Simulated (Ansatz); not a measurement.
## Ag: geometry relaxation (part 1 of 3)

- system: Ag (slab, 16 atoms in the cell)
- method: DFT PBE+D3(BJ), scalar-relativistic, plane waves, PAW, no spin polarisation (Ansatz 0.2.0)

The structure derives from an entry of the Crystallography Open Database. The input holds or restrains some coordinates. Forces given for the steps count only the free coordinates. Figures and captions count atoms from 1; the log counts them from 0 in places.

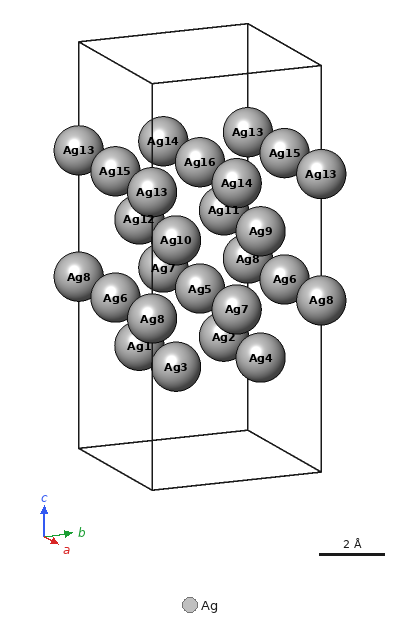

The input geometry (spheres-only view of the cell of the calculation, with the vacuum cut short, seen slightly off an axis; atoms are numbered from 1 in the order of the input). An atom can appear more than once, as a periodic image.

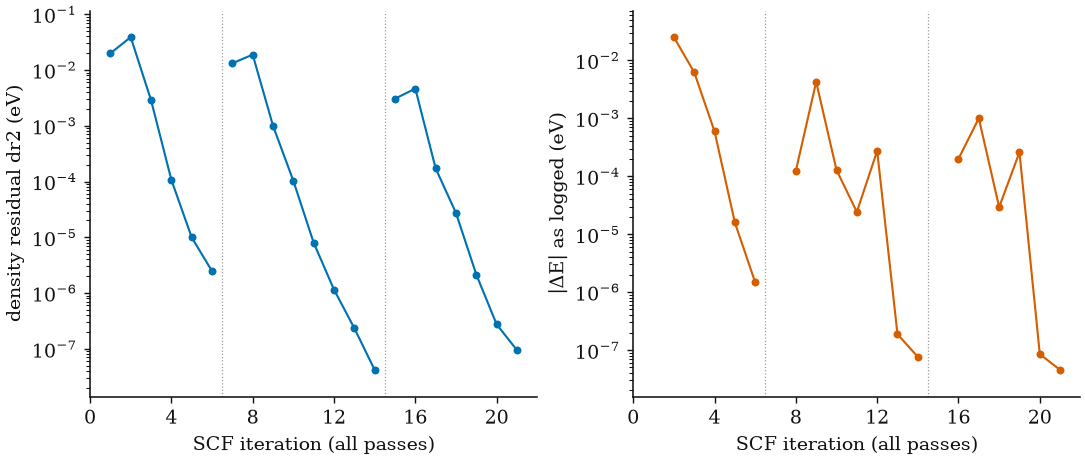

Convergence of the self-consistent field: density residual dr2 and size of the energy change against the SCF iteration. The dotted lines part the SCF passes of the relaxation: geometry steps, rejected trials and re-solves on a re-selected basis. The passes take 6, 8 and 7 iterations.

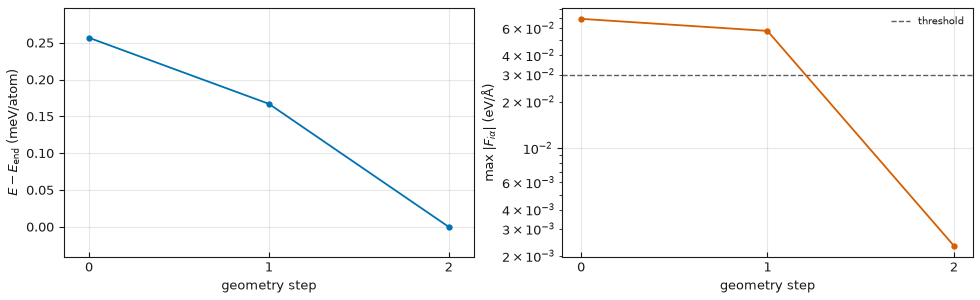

Progress of the restrained relaxation, step by step (the first geometry is step 0 here and step 1 in the log).

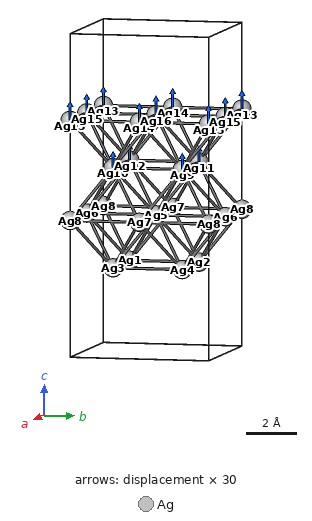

The starting structure with the displacements as blue arrows, magnified 30 times (ball-and-stick view of the cell of the calculation, with the vacuum cut short, seen slightly off an axis). After 2 geometry steps the energy has fallen by 0.3 meV per atom. The largest force component goes from 0.069 to 0.0023 eV/Å. The largest moves, 0.026 Å, are those of Ag13, Ag14, Ag15 and Ag16. The lattice vectors keep their values. Among the contacts that change: Ag5–Ag10 2.880 → 2.896 Å. (Atoms are counted from 1 in the order of the input.)

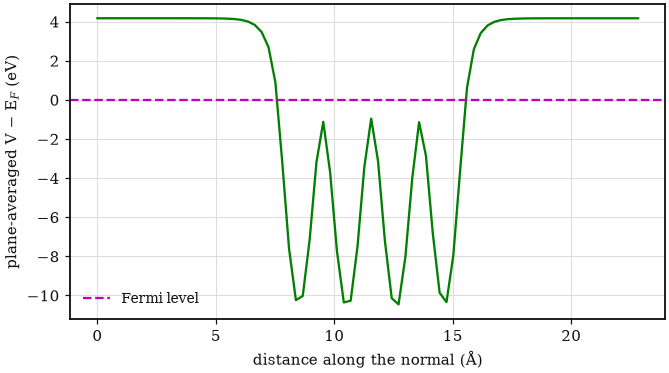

Plane average of the electrostatic potential energy of an electron across the cell, from the Fermi level. The vacuum level lies 4.17 eV above the Fermi level.

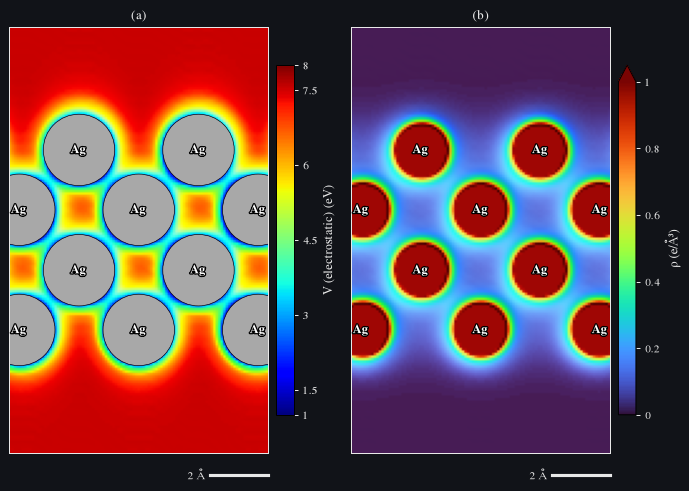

(a) electrostatic potential energy of an electron; (b) valence electron density on the (11̄0) plane of the calculation cell, a cut from vacuum to vacuum. Grey discs, where drawn, cover atomic cores. Atoms in the plane: Ag. Ag–Ag (2.88 Å): ρ at the midpoint is about 0.22 e/Å³. The density dies away to nearly zero in the vacuum. The fields are those of the smooth PAW valence density.

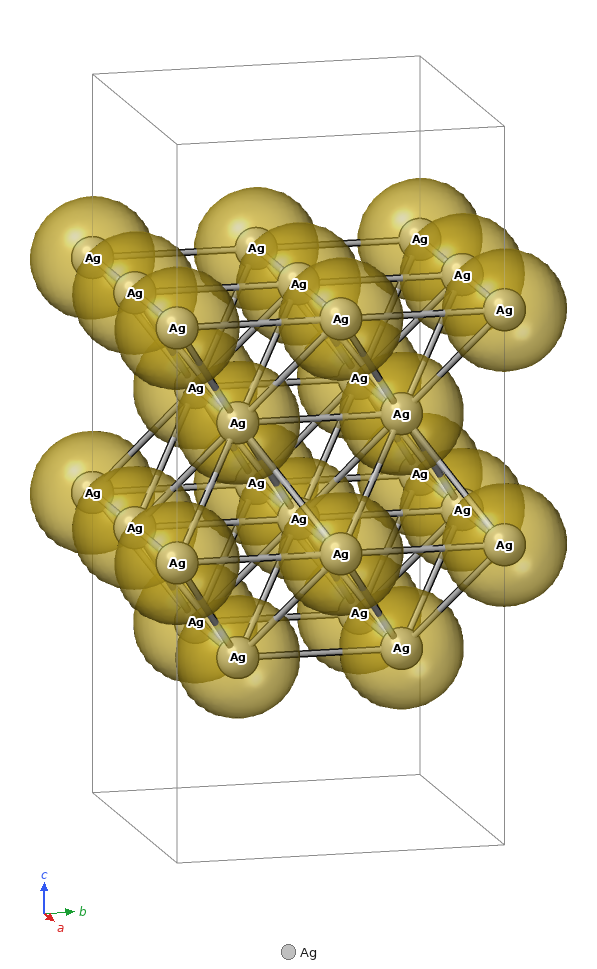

Isosurface of the valence pseudo-density at 0.5 e/Å³ (yellow), seen slightly off an axis. Sticks mark near contacts. At this value the density breaks into separate islands; it holds about 85 % of the electrons treated as valence (semicore included). It is pinched off along the Ag–Ag (2.88 Å) contacts. On the grid the lowest density along these lines, outside the cores, is 0.21 e/Å³ (Ag–Ag, 2.88 Å).

The input that produced these results follows, with the program's output.

Input
```yaml
crystal:
  lattice:
    - [5.760625919, 0.0, 0.0]
    - [0.0, 5.760625919, 0.0]
    - [0.0, 0.0, 23.1100664768]
  atoms:
    - { symbol: Ag, position: [0.25, 0.25, 0.3678050865] }
    - { symbol: Ag, position: [0.25, 0.75, 0.3678050865] }
    - { symbol: Ag, position: [0.75, 0.25, 0.3678050865] }
    - { symbol: Ag, position: [0.75, 0.75, 0.3678050865] }
    - { symbol: Ag, position: [0.5, 0.5, 0.4559350288] }
    - { symbol: Ag, position: [0.5, 0.0, 0.4559350288] }
    - { symbol: Ag, position: [0.0, 0.5, 0.4559350288] }
    - { symbol: Ag, position: [0.0, 0.0, 0.4559350288] }
    - { symbol: Ag, position: [0.75, 0.75, 0.5440649712] }
    - { symbol: Ag, position: [0.75, 0.25, 0.5440649712] }
    - { symbol: Ag, position: [0.25, 0.75, 0.5440649712] }
    - { symbol: Ag, position: [0.25, 0.25, 0.5440649712] }
    - { symbol: Ag, position: [0.0, 0.0, 0.6321949135] }
    - { symbol: Ag, position: [0.0, 0.5, 0.6321949135] }
    - { symbol: Ag, position: [0.5, 0.0, 0.6321949135] }
    - { symbol: Ag, position: [0.5, 0.5, 0.6321949135] }
basis:
  ecutwfc: 420
kpoints:
  mp_grid: { grid: [5, 5, 1] }
hamiltonian:
  xc: pbe
  dispersion: d3bj
scf:
  occupations: { method: gaussian, width: 0.1 }
output:
  forces: true
  eigenvalues: true
  write_density: true
  write_potential: true
  elf: true
  volumetric_format: npy
relax:
  adjacent_minimum: "off"
  f_tol: 0.03
  max_steps: 70
  constraints: [{ sites: [0, 1, 2, 3, 4, 5, 6, 7] }]
efield:
  axis: 3
  dipole_correction: true
```

Launched with:
```bash
ansatz run input.yaml --threads 4 --pin off --max-ram 10240MiB --backend cpu --events-out ev --progress --plain --runs-dir out
```

Log
```
Engine: ansatz 0.2.0, x86_64-unknown-linux-gnu
Pseudopotentials: kind: paw
Pseudopotential: Ag, paw, valence charge 19, recommended cutoff 420 eV (normal), Ag.paw.azcp
Functional definition: PBE
  parameter kappa = 0.804
  parameter beta = 0.06672455060314922
  exchange = pbe_x(kappa = kappa, mu = beta*pi^2/3)
  correlation = pbe_c(beta = beta)
Crystal: 16 atoms, lattice volume = 766.903 Å³
Basis set: ecut = 420 eV, 15065 PW (Γ), exchange–correlation on 80×80×320 points (8 copies of the dense FFT grid, shifted against one another)
Bands: 183, of which v1, the nominal top of the filled ones, is band 152 counted from 1 (151 counted from 0)
Symmetry: 32 space group operations
k-points: 6 of 25
Non-local potential: Ag, projectors of the file, l = 0: 3, l = 1: 2, l = 2: 2, l = 3: 1
PAW form: soft (Blöchl's): semilocal exchange-correlation on the pseudo side does not see the compensation charge
PAW one-centre angular grid: Ag, 590 points (default); XC on 64 Gauss nodes
Initial density: superposition of atomic densities (neutral atoms: chi_scale 0, normalization atom), corrected by the library's trained network
Initial wavefunctions: pseudopotential atomic-orbital guess
Functional: x = pbe(κ = 0.804, μ = 0.2195149727645171), c = pbe(β = 0.06672455060314922)
SCF iter   1: F=—  HF=-121452.162825 eV  |F-HF|=—  |Δ(HF+E_count)|=         —  Δρ=1.03e-3  dr2=1.99e-2  ethr=1.77e-3  p=0.000 e·Å  D=3.34e-14 V/Å  ΔV_dip=-0.00 eV  dr2_dipole=2.87e-8  V_vac-E_F(+/−)=4.10/4.10 eV  ⟨swp⟩=6.3  Hψ=4312  notcnv=0  defer=34
efield: sawtooth ramp at fractional position 0.9500 (placed from the atoms, in the widest stretch of the axis that holds none; the zero of the levels goes with the place), width 0.1000; the density the first Hamiltonian is built on has a dipole p = 0.000 e·Å; the dipole correction subtracts the counter field D = 3.34e-14 V/Å, which shifts the + side's vacuum level by -0.00 eV against the − side's; the planar-averaged density in the ramp window peaks in size at 5.4e-6 e/Å³
preconditioner: auto → LDOS  [metal: Δε(μ)=0.075 eV  Ē_g=8.959 eV  σ=0.100 eV  W_gap=0.40  n_scr=156 (ndim 8)  ℏωp=17.8 eV  f_vac=0.595  D(μ)=3.35/eV (n_scr^D=6)  β→1.0]
SCF iter   2: F=—  HF=-121452.188003 eV  |F-HF|=—  |Δ(HF+E_count)|=   2.52e-2  Δρ=1.41e-3  dr2=3.89e-2  ethr=6.53e-6  p=0.000 e·Å  D=5.85e-6 V/Å  ΔV_dip=-0.00 eV  dr2_dipole=3.98e-8  V_vac-E_F(+/−)=4.16/4.16 eV  ⟨swp⟩=3.0  Hψ=2519  notcnv=0  defer=107
SCF iter   3: F=—  HF=-121452.181763 eV  |F-HF|=—  |Δ(HF+E_count)|=   6.24e-3  Δρ=4.84e-4  dr2=2.88e-3  ethr=6.53e-6  p=0.000 e·Å  D=4.02e-6 V/Å  ΔV_dip=-0.00 eV  dr2_dipole=9.35e-9  V_vac-E_F(+/−)=4.16/4.16 eV  ⟨swp⟩=2.2  Hψ=1499  notcnv=0  defer=107
SCF iter   4: F=—  HF=-121452.181167 eV  |F-HF|=—  |Δ(HF+E_count)|=   5.95e-4  Δρ=8.42e-5  dr2=1.07e-4  ethr=9.47e-7  p=0.000 e·Å  D=2.29e-6 V/Å  ΔV_dip=-0.00 eV  dr2_dipole=3.18e-12  V_vac-E_F(+/−)=4.16/4.16 eV  ⟨swp⟩=2.0  Hψ=1498  notcnv=0  defer=107
iter 5 did not close the SCF: its close was put off for the readings that it lacked (scf_convergence_deferred on its scf_iter line)
SCF iter   5: F=-121452.181149 eV  HF=-121452.181152 eV  |F-HF|=2.75e-6  |Δ(HF+E_count)|=   1.59e-5  Δρ=3.16e-5  dr2=9.95e-6  ethr=3.52e-8  p=0.000 e·Å  D=1.38e-6 V/Å  ΔV_dip=-0.00 eV  dr2_dipole=9.09e-11  V_vac-E_F(+/−)=4.16/4.16 eV  ⟨swp⟩=3.2  Hψ=1963  notcnv=0  defer=106
SCF iter   6: F=-121452.181152 eV  HF=-121452.181153 eV  |F-HF|=1.36e-6  |Δ(HF+E_count)|=   1.47e-6  Δρ=1.78e-5  dr2=2.47e-6  ethr=3.27e-9  p=0.000 e·Å  D=7.33e-7 V/Å  ΔV_dip=-0.00 eV  dr2_dipole=8.44e-12  V_vac-E_F(+/−)=4.17/4.17 eV  ⟨swp⟩=18.8  Hψ=9869  notcnv=0
SCF 1 converged in 6 iterations: F = -121452.181152 eV  dr2 = 2.47e-6
  greatest PAW one-centre occupation: 1.000 electrons in one spin orbital (limit 2), on the Ag atom at site 7 (counted from 0), in its partial waves of l = 0
relax step   1: F+E_penalty+E_count = -121452.18115161 eV  Δ(F+E_penalty+E_count) = +0.000e0 eV  max|allowed force component| = 6.895e-2 eV/Å  Δτ_max = 0.0000 Å  (6 SCF iters, dr2 threshold 2.25e-5 eV, accepted)
Initial density: handed on by an earlier stage of this run
Initial wavefunctions: those handed on with the density
iter 1 solved again at ethr=4.08e-6 eV; its pass at ethr=3.10e-3 eV (dr2=1.24e-2 eV) is discarded
SCF iter   1: F=—  HF=-121452.187086 eV  |F-HF|=—  |Δ(HF+E_count)|=         —  Δρ=1.29e-3  dr2=1.32e-2  ethr=4.08e-6  p=0.000 e·Å  D=1.11e-6 V/Å  ΔV_dip=-0.00 eV  dr2_dipole=1.11e-6  V_vac-E_F(+/−)=4.18/4.18 eV  ⟨swp⟩=3.0  Hψ=3857  notcnv=0  defer=138
efield: sawtooth ramp at fractional position 0.9500 (handed on by an earlier solve), width 0.1000; the density the first Hamiltonian is built on has a dipole p = 0.000 e·Å; the dipole correction subtracts the counter field D = 1.11e-6 V/Å, which shifts the + side's vacuum level by -0.00 eV against the − side's; the planar-averaged density in the ramp window peaks in size at 1.1e-6 e/Å³
preconditioner: auto → LDOS  [metal: Δε(μ)=0.087 eV  Ē_g=8.936 eV  σ=0.100 eV  W_gap=0.46  n_scr=156 (ndim 8)  ℏωp=17.8 eV  f_vac=0.594  D(μ)=3.26/eV (n_scr^D=6)  β→1.0]
SCF iter   2: F=—  HF=-121452.187210 eV  |F-HF|=—  |Δ(HF+E_count)|=   1.24e-4  Δρ=1.19e-3  dr2=1.89e-2  ethr=4.08e-6  p=0.003 e·Å  D=6.20e-4 V/Å  ΔV_dip=-0.01 eV  dr2_dipole=4.25e-4  V_vac-E_F(+/−)=4.16/4.17 eV  ⟨swp⟩=2.0  Hψ=1764  notcnv=0  defer=138
SCF iter   3: F=—  HF=-121452.182965 eV  |F-HF|=—  |Δ(HF+E_count)|=   4.25e-3  Δρ=2.54e-4  dr2=1.00e-3  ethr=4.08e-6  p=0.000 e·Å  D=5.66e-5 V/Å  ΔV_dip=-0.00 eV  dr2_dipole=1.81e-4  V_vac-E_F(+/−)=4.17/4.18 eV  ⟨swp⟩=2.0  Hψ=1638  notcnv=0  defer=138
SCF iter   4: F=—  HF=-121452.182836 eV  |F-HF|=—  |Δ(HF+E_count)|=   1.28e-4  Δρ=1.02e-4  dr2=1.03e-4  ethr=3.30e-7  p=0.000 e·Å  D=2.83e-5 V/Å  ΔV_dip=-0.00 eV  dr2_dipole=1.24e-6  V_vac-E_F(+/−)=4.17/4.17 eV  ⟨swp⟩=2.0  Hψ=1602  notcnv=0  defer=138
SCF iter   5: F=—  HF=-121452.182861 eV  |F-HF|=—  |Δ(HF+E_count)|=   2.42e-5  Δρ=2.37e-5  dr2=7.97e-6  ethr=3.37e-8  p=-0.000 e·Å  D=-1.59e-5 V/Å  ΔV_dip=0.00 eV  dr2_dipole=4.43e-7  V_vac-E_F(+/−)=4.17/4.17 eV  ⟨swp⟩=2.3  Hψ=1488  notcnv=0  defer=138
SCF iter   6: F=—  HF=-121452.182587 eV  |F-HF|=—  |Δ(HF+E_count)|=   2.74e-4  Δρ=7.93e-6  dr2=1.15e-6  ethr=2.62e-9  p=-0.000 e·Å  D=-3.27e-5 V/Å  ΔV_dip=0.00 eV  dr2_dipole=2.65e-7  V_vac-E_F(+/−)=4.17/4.17 eV  ⟨swp⟩=2.0  Hψ=1493  notcnv=0  defer=138
SCF iter   7: F=—  HF=-121452.182587 eV  |F-HF|=—  |Δ(HF+E_count)|=   1.87e-7  Δρ=3.70e-6  dr2=2.34e-7  ethr=3.79e-10  p=-0.000 e·Å  D=-4.91e-5 V/Å  ΔV_dip=0.00 eV  dr2_dipole=9.34e-8  V_vac-E_F(+/−)=4.17/4.17 eV  ⟨swp⟩=2.0  Hψ=1479  notcnv=0  defer=138
SCF iter   8: F=-121452.182587 eV  HF=-121452.182587 eV  |F-HF|=2.30e-8  |Δ(HF+E_count)|=   7.59e-8  Δρ=2.01e-6  dr2=4.17e-8  ethr=3.29e-11  p=-0.000 e·Å  D=-6.07e-5 V/Å  ΔV_dip=0.00 eV  dr2_dipole=1.23e-8  V_vac-E_F(+/−)=4.17/4.17 eV  ⟨swp⟩=18.2  Hψ=8395  notcnv=0
SCF 2 converged in 8 iterations: F = -121452.182587 eV  dr2 = 4.17e-8
relax step   2: F+E_penalty+E_count = -121452.18258723 eV  Δ(F+E_penalty+E_count) = -1.436e-3 eV  max|allowed force component| = 5.759e-2 eV/Å  Δτ_max = 0.0490 Å  (8 SCF iters, accepted)
SCF iter   1: F=—  HF=-121452.186351 eV  |F-HF|=—  |Δ(HF+E_count)|=         —  Δρ=6.03e-4  dr2=3.06e-3  ethr=9.38e-6  p=-0.000 e·Å  D=-6.10e-5 V/Å  ΔV_dip=0.00 eV  dr2_dipole=3.54e-5  V_vac-E_F(+/−)=4.17/4.17 eV  ⟨swp⟩=3.0  Hψ=2358  notcnv=0  defer=138
efield: sawtooth ramp at fractional position 0.9500 (handed on by an earlier solve), width 0.1000; the density the first Hamiltonian is built on has a dipole p = -0.000 e·Å; the dipole correction subtracts the counter field D = -6.10e-5 V/Å, which shifts the + side's vacuum level by +0.00 eV against the − side's; the planar-averaged density in the ramp window peaks in size at 8.0e-7 e/Å³
preconditioner: auto → LDOS  [metal: Δε(μ)=0.079 eV  Ē_g=8.944 eV  σ=0.100 eV  W_gap=0.42  n_scr=156 (ndim 8)  ℏωp=17.8 eV  f_vac=0.594  D(μ)=3.30/eV (n_scr^D=6)  β→1.0]
SCF iter   2: F=—  HF=-121452.186550 eV  |F-HF|=—  |Δ(HF+E_count)|=   2.00e-4  Δρ=5.96e-4  dr2=4.64e-3  ethr=1.01e-6  p=-0.001 e·Å  D=-2.35e-4 V/Å  ΔV_dip=0.01 eV  dr2_dipole=1.21e-6  V_vac-E_F(+/−)=4.18/4.17 eV  ⟨swp⟩=2.2  Hψ=2079  notcnv=0  defer=138
SCF iter   3: F=—  HF=-121452.185549 eV  |F-HF|=—  |Δ(HF+E_count)|=   1.00e-3  Δρ=1.26e-4  dr2=1.72e-4  ethr=1.01e-6  p=-0.000 e·Å  D=-5.16e-5 V/Å  ΔV_dip=0.00 eV  dr2_dipole=2.20e-5  V_vac-E_F(+/−)=4.17/4.17 eV  ⟨swp⟩=2.0  Hψ=1623  notcnv=0  defer=138
SCF iter   4: F=—  HF=-121452.185520 eV  |F-HF|=—  |Δ(HF+E_count)|=   2.93e-5  Δρ=5.46e-5  dr2=2.72e-5  ethr=5.66e-8  p=-0.000 e·Å  D=-5.97e-5 V/Å  ΔV_dip=0.00 eV  dr2_dipole=1.05e-6  V_vac-E_F(+/−)=4.17/4.17 eV  ⟨swp⟩=3.0  Hψ=1774  notcnv=0  defer=138
SCF iter   5: F=—  HF=-121452.185260 eV  |F-HF|=—  |Δ(HF+E_count)|=   2.59e-4  Δρ=1.19e-5  dr2=2.14e-6  ethr=8.95e-9  p=-0.000 e·Å  D=-5.84e-5 V/Å  ΔV_dip=0.00 eV  dr2_dipole=3.93e-8  V_vac-E_F(+/−)=4.17/4.17 eV  ⟨swp⟩=2.0  Hψ=1484  notcnv=0  defer=138
SCF iter   6: F=—  HF=-121452.185260 eV  |F-HF|=—  |Δ(HF+E_count)|=   8.47e-8  Δρ=4.44e-6  dr2=2.74e-7  ethr=7.04e-10  p=-0.000 e·Å  D=-5.66e-5 V/Å  ΔV_dip=0.00 eV  dr2_dipole=5.90e-8  V_vac-E_F(+/−)=4.17/4.17 eV  ⟨swp⟩=2.0  Hψ=1494  notcnv=0  defer=138
SCF iter   7: F=-121452.185260 eV  HF=-121452.185260 eV  |F-HF|=8.05e-8  |Δ(HF+E_count)|=   4.52e-8  Δρ=1.98e-6  dr2=9.44e-8  ethr=3.29e-11  p=-0.000 e·Å  D=-5.23e-5 V/Å  ΔV_dip=0.00 eV  dr2_dipole=3.70e-8  V_vac-E_F(+/−)=4.17/4.17 eV  ⟨swp⟩=17.5  Hψ=8468  notcnv=0
SCF 3 converged in 7 iterations: F = -121452.185260 eV  dr2 = 9.44e-8
```
